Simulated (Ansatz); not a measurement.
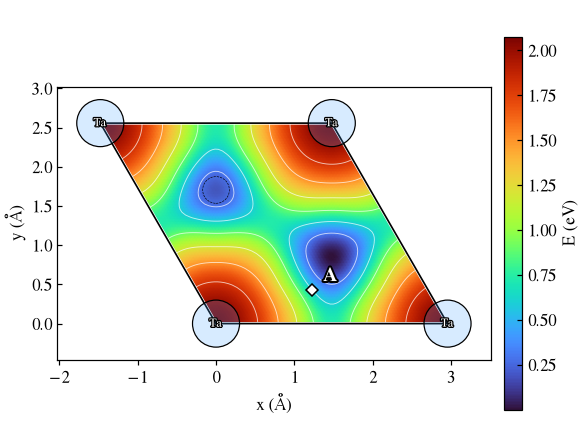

S on a Ta(111) slab cut from the Fm-3m phase, its upper half relaxed before the scan (3 atoms of substrate and one adsorbate in a 1 × 1 cell). S is moved over the surface cell; relaxed at each place: the height of the adsorbate's atoms; substrate rigid; the origin of the map has the adsorbate above Ta3. Places are given modulo a cell vector. The map is drawn in real space over the plane of the surface. Grid: 6 × 6 points; 10 points were computed and 26 follow by symmetry. Energies: eV, counted from the lowest grid point. With one adsorbate in each 1 × 1 cell, its nearest image is 3.0 Å away, so neighbouring adsorbates interact. Computed with Ansatz, DFT PBEsol, scalar-relativistic, plane waves, PAW. Settings: cutoff 420 eV, k-mesh 9×9×1, gaussian smearing 0.1 eV, no spin polarisation.

Drawn: a smooth colour map with a few white contour lines, labelled circles for the atoms of the top layer and small ones for the second layer, the outline of one cell of the plane, the point A. Between grid points the surface is interpolated.

### Is A at rest? If not, where is it pushed?

A, at (3/6, 1/6) of the cell vectors, is not a stationary point. The computed force is 1.9 eV/Å in the plane, pointing up and right in the picture (components 1.5 and 1.2 eV/Å).

PAW datasets: the set soft_1.
